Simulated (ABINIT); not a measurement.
**Geometry relaxation, with input and output: Ge (part 2 of 2)**

The same run, continued: Ge (Fd-3m, 2 atoms in the cell); Kohn-Sham DFT of a periodic cell, PBEsol, PseudoDojo NC SR PBEsol v0.4.1 standard, no spin polarisation (ABINIT 10.8.3); cutoff 1061.24 eV, 6×6×6 k-mesh, fermi-dirac of 0.05 eV. The structure derives from an entry of the Crystallography Open Database.

Geometry of the input (Å; fractional positions):
```
0.0000  2.8289  2.8289
2.8289  0.0000  2.8289
2.8289  2.8289  0.0000
Ge 0.7500  0.7500  0.7500
Ge 0.5000  0.5000  0.5000
```

The program's output, continued:
```
 Cartesian coordinates (xcart) [bohr]
  8.02483172680950E+00  8.02483172680950E+00  8.02483172680950E+00
  5.34988781787300E+00  5.34988781787300E+00  5.34988781787300E+00
 Reduced coordinates (xred)
  7.50000000000000E-01  7.50000000000000E-01  7.50000000000000E-01
  5.00000000000000E-01  5.00000000000000E-01  5.00000000000000E-01
 Cartesian forces (fcart) [Ha/bohr]; max,rms= 1.00662E-28 1.00662E-28 (free atoms)
  1.00661745248517E-28 -1.00661745248517E-28  1.00661745248517E-28
 -1.00661745248517E-28  1.00661745248517E-28 -1.00661745248517E-28
 Gradient of E wrt nuclear positions in reduced coordinates (gred)
 -2.70527784569266E-43 -1.07705808926175E-27  2.09266748774445E-43
 -2.09266748774445E-43  1.07705808926175E-27 -2.09266748774445E-43
 Scale of Primitive Cell (acell) [bohr]
  7.56588390921060E+00  7.56588390921060E+00  7.56588390921060E+00
 Real space primitive translations (rprimd) [bohr]
  0.00000000000000E+00  5.34988781787300E+00  5.34988781787300E+00
  5.34988781787300E+00  0.00000000000000E+00  5.34988781787300E+00
  5.34988781787300E+00  5.34988781787300E+00  0.00000000000000E+00
 Unitary Cell Volume (ucvol) [Bohr^3]=  3.06241484806390E+02
 Angles (23,13,12)= [degrees]
  6.00000000000000E+01  6.00000000000000E+01  6.00000000000000E+01
 Lengths [Bohr]
  7.56588390921060E+00  7.56588390921060E+00  7.56588390921060E+00
 Stress tensor in cartesian coordinates (strten) [Ha/bohr^3]
 -2.02846511045580E-05  0.00000000000000E+00  0.00000000000000E+00
  0.00000000000000E+00 -2.02846511045476E-05  0.00000000000000E+00
  0.00000000000000E+00  0.00000000000000E+00 -2.02846511045546E-05
 Total energy (etotal) [Ha]= -1.78401745898217E+02

 Difference of energy with previous step (new-old):
           Absolute (Ha)=-1.56401E-05
           Relative     =-8.76678E-08

--- Iteration: ( 3/50) Internal Cycle: (1/1)
--------------------------------------------------------------------------------

---SELF-CONSISTENT-FIELD CONVERGENCE--------------------------------------------

--- !BeginCycle
iteration_state: {dtset: 1, itime: 3, icycle: 1, }
solver: {iscf: 7, nstep: 80, nline: 4, wfoptalg: 0, }
tolerances: {tolvrs: 1.00E-12, }
...

     iter   Etot(hartree)      deltaE(h)  residm     vres2
 ETOT  1  -178.39925017298    -1.784E+02 2.512E-05 3.765E+01
 ETOT  2  -178.40166212024    -2.412E-03 9.271E-06 1.267E+00
 ETOT  3  -178.40176072816    -9.861E-05 1.099E-05 2.525E-01
 ETOT  4  -178.40177474193    -1.401E-05 7.506E-06 6.533E-03
 ETOT  5  -178.40177512378    -3.818E-07 8.748E-08 4.830E-05
 ETOT  6  -178.40177512549    -1.714E-09 6.493E-08 2.452E-07
 ETOT  7  -178.40177512550    -1.242E-11 7.635E-10 2.806E-09
 ETOT  8  -178.40177512550     5.826E-12 5.638E-10 2.051E-11
 ETOT  9  -178.40177512550     1.506E-12 7.179E-12 6.857E-14

 At SCF step    9       vres2   =  6.86E-14 < tolvrs=  1.00E-12 =>converged.

 Cartesian components of stress tensor (hartree/bohr^3)
  sigma(1 1)=  5.49472457E-07  sigma(3 2)=  0.00000000E+00
  sigma(2 2)=  5.49472457E-07  sigma(3 1)=  0.00000000E+00
  sigma(3 3)=  5.49472457E-07  sigma(2 1)=  0.00000000E+00

--- !ResultsGS
iteration_state: {dtset: 1, itime: 3, icycle: 1, }
comment   : Summary of ground state results
lattice_vectors:
- [  0.0000000,   5.3670967,   5.3670967, ]
- [  5.3670967,   0.0000000,   5.3670967, ]
- [  5.3670967,   5.3670967,   0.0000000, ]
lattice_lengths: [   7.59022,    7.59022,    7.59022, ]
lattice_angles: [ 60.000,  60.000,  60.000, ] # degrees, (23, 13, 12)
lattice_volume:   3.0920625E+02
convergence: {deltae:  1.506E-12, res2:  6.857E-14, residm:  7.179E-12, diffor: null, }
etotal    :  -1.78401775E+02
entropy   :   0.00000000E+00
fermie    :   1.40330563E-01
cartesian_stress_tensor: # hartree/bohr^3
- [  5.49472457E-07,   0.00000000E+00,   0.00000000E+00, ]
- [  0.00000000E+00,   5.49472457E-07,   0.00000000E+00, ]
- [  0.00000000E+00,   0.00000000E+00,   5.49472457E-07, ]
pressure_GPa:  -1.6166E-02
xred      :
- [  7.5000E-01,   7.5000E-01,   7.5000E-01, Ge]
- [  5.0000E-01,   5.0000E-01,   5.0000E-01, Ge]
cartesian_forces: # hartree/bohr
- [ -3.01016960E-28,   3.01016960E-28,   1.00338987E-28, ]
- [  3.01016960E-28,  -3.01016960E-28,  -1.00338987E-28, ]
force_length_stats: {min:   4.37367502E-28, max:   4.37367502E-28, mean:   4.37367502E-28, }
...

 Integrated electronic density in atomic spheres:
 ------------------------------------------------
 Atom  Sphere_radius  Integrated_density
    1        2.00000         11.55613388
    2        2.00000         11.55613388

---OUTPUT-----------------------------------------------------------------------

 Cartesian coordinates (xcart) [bohr]
  8.05064506799688E+00  8.05064506799688E+00  8.05064506799689E+00
  5.36709671199792E+00  5.36709671199792E+00  5.36709671199792E+00
 Reduced coordinates (xred)
  7.50000000000000E-01  7.50000000000000E-01  7.50000000000000E-01
  5.00000000000000E-01  5.00000000000000E-01  5.00000000000000E-01
 Cartesian forces (fcart) [Ha/bohr]; max,rms= 3.01017E-28 2.52514E-28 (free atoms)
 -3.01016959556748E-28  3.01016959556748E-28  1.00338986518916E-28
  3.01016959556748E-28 -3.01016959556748E-28 -1.00338986518916E-28
 Gradient of E wrt nuclear positions in reduced coordinates (gred)
 -2.15411617852351E-27  1.07705808926175E-27 -4.69101036902189E-44
  2.15411617852351E-27 -1.07705808926175E-27  4.69101036902189E-44
 Scale of Primitive Cell (acell) [bohr]
  7.59022096067551E+00  7.59022096067551E+00  7.59022096067551E+00
 Real space primitive translations (rprimd) [bohr]
  0.00000000000000E+00  5.36709671199792E+00  5.36709671199792E+00
  5.36709671199792E+00  0.00000000000000E+00  5.36709671199792E+00
  5.36709671199792E+00  5.36709671199792E+00  0.00000000000000E+00
 Unitary Cell Volume (ucvol) [Bohr^3]=  3.09206246581330E+02
 Angles (23,13,12)= [degrees]
  6.00000000000000E+01  6.00000000000000E+01  6.00000000000000E+01
 Lengths [Bohr]
  7.59022096067551E+00  7.59022096067551E+00  7.59022096067551E+00
 Stress tensor in cartesian coordinates (strten) [Ha/bohr^3]
  5.49472456864292E-07  0.00000000000000E+00  0.00000000000000E+00
  0.00000000000000E+00  5.49472456860822E-07  0.00000000000000E+00
  0.00000000000000E+00  0.00000000000000E+00  5.49472456853883E-07
 Total energy (etotal) [Ha]= -1.78401775125496E+02

 Difference of energy with previous step (new-old):
           Absolute (Ha)=-2.92273E-05
           Relative     =-1.63828E-07

--- Iteration: ( 4/50) Internal Cycle: (1/1)
--------------------------------------------------------------------------------

---SELF-CONSISTENT-FIELD CONVERGENCE--------------------------------------------

--- !BeginCycle
iteration_state: {dtset: 1, itime: 4, icycle: 1, }
solver: {iscf: 7, nstep: 80, nline: 4, wfoptalg: 0, }
tolerances: {tolvrs: 1.00E-12, }
...

     iter   Etot(hartree)      deltaE(h)  residm     vres2
 ETOT  1  -178.40177342649    -1.784E+02 1.200E-08 2.593E-02
 ETOT  2  -178.40177506717    -1.641E-06 7.620E-09 9.290E-04
 ETOT  3  -178.40177513639    -6.922E-08 5.161E-09 1.841E-04
 ETOT  4  -178.40177514645    -1.006E-08 6.281E-09 4.583E-06
 ETOT  5  -178.40177514674    -2.864E-10 5.416E-11 3.595E-08
 ETOT  6  -178.40177514674     4.832E-13 3.450E-11 1.821E-10
 ETOT  7  -178.40177514674    -6.537E-13 4.269E-13 2.082E-12
 ETOT  8  -178.40177514674    -2.132E-12 2.971E-13 1.480E-14

 At SCF step    8       vres2   =  1.48E-14 < tolvrs=  1.00E-12 =>converged.

 Cartesian components of stress tensor (hartree/bohr^3)
  sigma(1 1)= -7.63087712E-09  sigma(3 2)=  0.00000000E+00
  sigma(2 2)= -7.63087712E-09  sigma(3 1)=  0.00000000E+00
  sigma(3 3)= -7.63087711E-09  sigma(2 1)=  0.00000000E+00

--- !ResultsGS
iteration_state: {dtset: 1, itime: 4, icycle: 1, }
comment   : Summary of ground state results
lattice_vectors:
- [  0.0000000,   5.3666386,   5.3666386, ]
- [  5.3666386,   0.0000000,   5.3666386, ]
- [  5.3666386,   5.3666386,   0.0000000, ]
lattice_lengths: [   7.58957,    7.58957,    7.58957, ]
lattice_angles: [ 60.000,  60.000,  60.000, ] # degrees, (23, 13, 12)
lattice_volume:   3.0912707E+02
convergence: {deltae: -2.132E-12, res2:  1.480E-14, residm:  2.971E-13, diffor: null, }
etotal    :  -1.78401775E+02
entropy   :   0.00000000E+00
fermie    :   1.40427791E-01
cartesian_stress_tensor: # hartree/bohr^3
- [ -7.63087712E-09,   0.00000000E+00,   0.00000000E+00, ]
- [  0.00000000E+00,  -7.63087712E-09,   0.00000000E+00, ]
- [  0.00000000E+00,   0.00000000E+00,  -7.63087711E-09, ]
pressure_GPa:   2.2451E-04
xred      :
- [  7.5000E-01,   7.5000E-01,   7.5000E-01, Ge]
- [  5.0000E-01,   5.0000E-01,   5.0000E-01, Ge]
cartesian_forces: # hartree/bohr
- [ -2.00695104E-28,   6.02085313E-28,  -8.02780418E-28, ]
- [  2.00695104E-28,  -6.02085313E-28,   8.02780418E-28, ]
force_length_stats: {min:   1.02334825E-27, max:   1.02334825E-27, mean:   1.02334825E-27, }
...

 Integrated electronic density in atomic spheres:
 ------------------------------------------------
 Atom  Sphere_radius  Integrated_density
    1        2.00000         11.55581601
    2        2.00000         11.55581601

---OUTPUT-----------------------------------------------------------------------

 Cartesian coordinates (xcart) [bohr]
  8.04995785988370E+00  8.04995785988370E+00  8.04995785988370E+00
  5.36663857325580E+00  5.36663857325580E+00  5.36663857325580E+00
 Reduced coordinates (xred)
  7.50000000000000E-01  7.50000000000000E-01  7.50000000000000E-01
  5.00000000000000E-01  5.00000000000000E-01  5.00000000000000E-01
 Cartesian forces (fcart) [Ha/bohr]; max,rms= 8.02780E-28 5.90830E-28 (free atoms)
 -2.00695104497848E-28  6.02085313493544E-28 -8.02780417991392E-28
  2.00695104497848E-28 -6.02085313493544E-28  8.02780417991392E-28
 Gradient of E wrt nuclear positions in reduced coordinates (gred)
  1.07705808926176E-27  5.38529044630877E-27 -2.15411617852351E-27
 -1.07705808926175E-27 -5.38529044630877E-27  2.15411617852351E-27
 Scale of Primitive Cell (acell) [bohr]
  7.58957305465295E+00  7.58957305465295E+00  7.58957305465295E+00
 Real space primitive translations (rprimd) [bohr]
  0.00000000000000E+00  5.36663857325580E+00  5.36663857325580E+00
  5.36663857325580E+00  0.00000000000000E+00  5.36663857325580E+00
  5.36663857325580E+00  5.36663857325580E+00  0.00000000000000E+00
 Unitary Cell Volume (ucvol) [Bohr^3]=  3.09127071222652E+02
 Angles (23,13,12)= [degrees]
  6.00000000000000E+01  6.00000000000000E+01  6.00000000000000E+01
 Lengths [Bohr]
  7.58957305465295E+00  7.58957305465295E+00  7.58957305465295E+00
 Stress tensor in cartesian coordinates (strten) [Ha/bohr^3]
 -7.63087712116195E-09  0.00000000000000E+00  0.00000000000000E+00
  0.00000000000000E+00 -7.63087711769250E-09  0.00000000000000E+00
  0.00000000000000E+00  0.00000000000000E+00 -7.63087710728416E-09
 Total energy (etotal) [Ha]= -1.78401775146739E+02

 Difference of energy with previous step (new-old):
           Absolute (Ha)=-2.12432E-08
           Relative     =-1.19075E-10

 At Broyd/MD step   4, gradients are converged :
  max grad (force/stress) = 7.6309E-07 < tolmxf= 2.0000E-05 ha/bohr (free atoms)

================================================================================

 ----iterations are completed or convergence reached----

 Mean square residual over all n,k,spin=   12.998E-16; max=  29.707E-14
 reduced coordinates (array xred) for    2 atoms
       0.750000000000      0.750000000000      0.750000000000
       0.500000000000      0.500000000000      0.500000000000
 rms dE/dt=  3.9329E-27; max dE/dt=  5.3853E-27; dE/dt below (all hartree)
    1       0.000000000000      0.000000000000     -0.000000000000
    2       0.000000000000     -0.000000000000     -0.000000000000

 cartesian coordinates (angstrom) at end:
    1      4.25985424529001     4.25985424529001     4.25985424529001
    2      2.83990283019334     2.83990283019334     2.83990283019334

 cartesian forces (hartree/bohr) at end:
    1     -0.00000000000000     0.00000000000000    -0.00000000000000
    2      0.00000000000000    -0.00000000000000     0.00000000000000
 frms,max,avg= 5.9083039E-28 8.0278042E-28   0.000E+00  0.000E+00  0.000E+00 h/b

 cartesian forces (eV/Angstrom) at end:
    1     -0.00000000000000     0.00000000000000    -0.00000000000000
    2      0.00000000000000    -0.00000000000000     0.00000000000000
 frms,max,avg= 3.0381720E-26 4.1280629E-26   0.000E+00  0.000E+00  0.000E+00 e/A
 length scales=  7.589573054653  7.589573054653  7.589573054653 bohr
              =  4.016229098281  4.016229098281  4.016229098281 angstroms
 Fermi (or HOMO) energy (hartree) =   0.14043   Average Vxc (hartree)=  -0.37425
 Eigenvalues (hartree) for nkpt=  16  k points:
 kpt#   1, nband= 18, wtk=  0.00463, kpt=  0.0000  0.0000  0.0000 (reduced coord)
  -0.77194   -0.77194   -0.77194   -0.77067   -0.77067   -0.76313   -0.76313   -0.76313
  -0.76271   -0.76271   -0.32642    0.13612    0.14052    0.14052    0.14052    0.23337
   0.23337    0.23337
      occupation numbers for kpt#   1
   2.00000    2.00000    2.00000    2.00000    2.00000    2.00000    2.00000    2.00000
   2.00000    2.00000    2.00000    1.82497    0.97564    0.97564    0.97564    0.00000
   0.00000    0.00000
 prteigrs : prtvol=0 or 1, do not print more k-points.

--- !EnergyTerms
iteration_state     : {dtset: 1, itime: 4, icycle: 1, }
comment             : Components of total free energy in Hartree
kinetic             :  1.33972545515165E+02
hartree             :  5.55438955498168E+01
xc                  : -4.31868329781261E+01
Ewald energy        : -9.83681313954464E+01
psp_core            :  5.59181293968008E+00
local_psp           : -1.37625505235117E+02
non_local_psp       : -9.43294881201429E+01
internal            : -1.78401703724170E+02
'-kT*entropy'       : -7.14225693259117E-05
total_energy        : -1.78401775146739E+02
total_energy_eV     : -4.85455961048658E+03
band_energy         : -1.58699605898920E+01
...

 Cartesian components of stress tensor (hartree/bohr^3)
  sigma(1 1)= -7.63087712E-09  sigma(3 2)=  0.00000000E+00
  sigma(2 2)= -7.63087712E-09  sigma(3 1)=  0.00000000E+00
  sigma(3 3)= -7.63087711E-09  sigma(2 1)=  0.00000000E+00

-Cartesian components of stress tensor (GPa)         [Pressure=  2.2451E-04 GPa]
- sigma(1 1)= -2.24508156E-04  sigma(3 2)=  0.00000000E+00
- sigma(2 2)= -2.24508156E-04  sigma(3 1)=  0.00000000E+00
- sigma(3 3)= -2.24508156E-04  sigma(2 1)=  0.00000000E+00

== END DATASET(S) ==============================================================
================================================================================

 -outvars: echo values of variables after computation  --------
            acell      7.5895730547E+00  7.5895730547E+00  7.5895730547E+00 Bohr
           etotal     -1.7840177515E+02
            fcart     -2.0069510450E-28  6.0208531349E-28 -8.0278041799E-28
                       2.0069510450E-28 -6.0208531349E-28  8.0278041799E-28
            rprim      0.0000000000E+00  7.0710678119E-01  7.0710678119E-01
                       7.0710678119E-01  0.0000000000E+00  7.0710678119E-01
                       7.0710678119E-01  7.0710678119E-01  0.0000000000E+00
           strten     -7.6308771212E-09 -7.6308771177E-09 -7.6308771073E-09
                       0.0000000000E+00  0.0000000000E+00  0.0000000000E+00
           xangst      4.2598542453E+00  4.2598542453E+00  4.2598542453E+00
                       2.8399028302E+00  2.8399028302E+00  2.8399028302E+00
             xred      7.5000000000E-01  7.5000000000E-01  7.5000000000E-01
                       5.0000000000E-01  5.0000000000E-01  5.0000000000E-01
 Calculation completed.
```

Trajectory as extended XYZ (Å, eV, eV/Å), 4 frames, from step=0 to step=3:
```
2
Lattice="0.0000 2.8289 2.8289 2.8289 0.0000 2.8289 2.8289 2.8289 0.0000" Properties=species:S:1:pos:R:3:forces:R:3 step=0 energy=-4854.55839
Ge    4.2434    4.2434    4.2434    0.0000   0.0000   0.0000
Ge    2.8289    2.8289    2.8289    0.0000   0.0000   0.0000
2
Lattice="0.0000 2.8310 2.8310 2.8310 0.0000 2.8310 2.8310 2.8310 0.0000" Properties=species:S:1:pos:R:3:forces:R:3 step=1 energy=-4854.55882
Ge    4.2466    4.2466    4.2466    0.0000   0.0000   0.0000
Ge    2.8310    2.8310    2.8310    0.0000   0.0000   0.0000
2
Lattice="0.0000 2.8401 2.8401 2.8401 0.0000 2.8401 2.8401 2.8401 0.0000" Properties=species:S:1:pos:R:3:forces:R:3 step=2 energy=-4854.55961
Ge    4.2602    4.2602    4.2602    0.0000   0.0000   0.0000
Ge    2.8401    2.8401    2.8401    0.0000   0.0000   0.0000
2
Lattice="0.0000 2.8399 2.8399 2.8399 0.0000 2.8399 2.8399 2.8399 0.0000" Properties=species:S:1:pos:R:3:forces:R:3 step=3 energy=-4854.55961
Ge    4.2599    4.2599    4.2599    0.0000   0.0000   0.0000
Ge    2.8399    2.8399    2.8399    0.0000   0.0000   0.0000
```

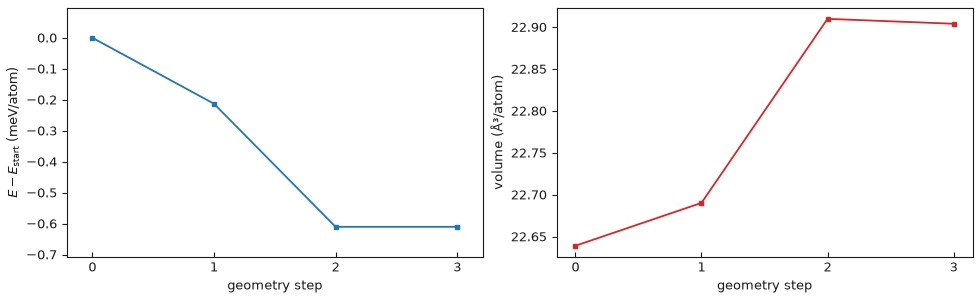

**Figure 1.** Progress of the relaxation, step by step (steps are counted from 0). After 3 geometry steps the energy has fallen by 0.6 meV per atom. All forces vanish by symmetry, so only the cell relaxes. No atom moves by more than 0.005 Å relative to the cell. 

Results in brief:

```csv
quantity,value
outcome,converged
space group (tolerance 0.01 Å),Fd-3m (227)
electrons treated,28
free energy,−4854.5596 eV
Fermi energy,3.821 eV
gap on the k-point mesh,none (metallic)
pressure,0.00 GPa
final volume,45.81 Å³
largest force (length of the vector) at the end,under 0.001 eV/Å
final cell,"a = 4.016 Å, b = 4.016 Å, c = 4.016 Å, α = 60.00°, β = 60.00°, γ = 60.00°"
hardware,"4 threads of AMD EPYC (Zen 5), 16 GiB of memory available, shared host"
wall time,20 s (CPU time 81 s)
peak memory,0.4 GiB
```
